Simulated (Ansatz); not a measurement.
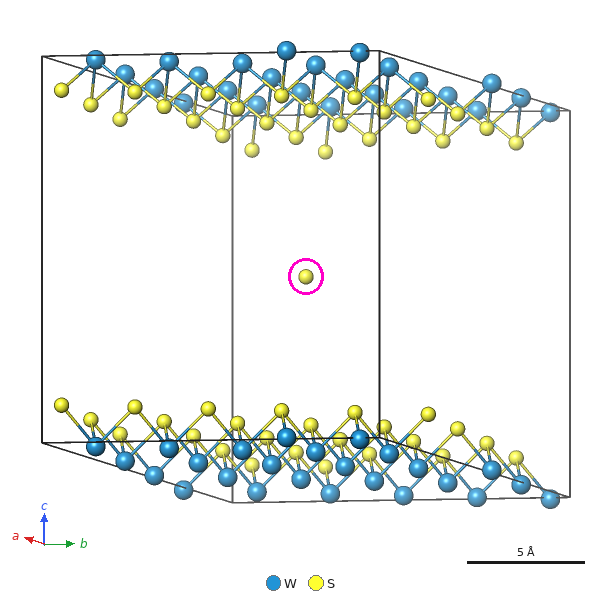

We look at a ball-and-stick model of the crystal from a general direction. The wireframe shows the supercell. The host is WS₂, in a cell of 63 sites, and the cell carries a charge of -2. A ring marks the defect's site.

Q: What defect is present?

A: An interstitial sulfur atom. It is bonded to no bonds drawn. Not all metal-metal contacts are counted.

The atoms were relaxed in the host's cell with DFT PBE+D3(BJ), scalar-relativistic, plane waves, PAW (Ansatz).
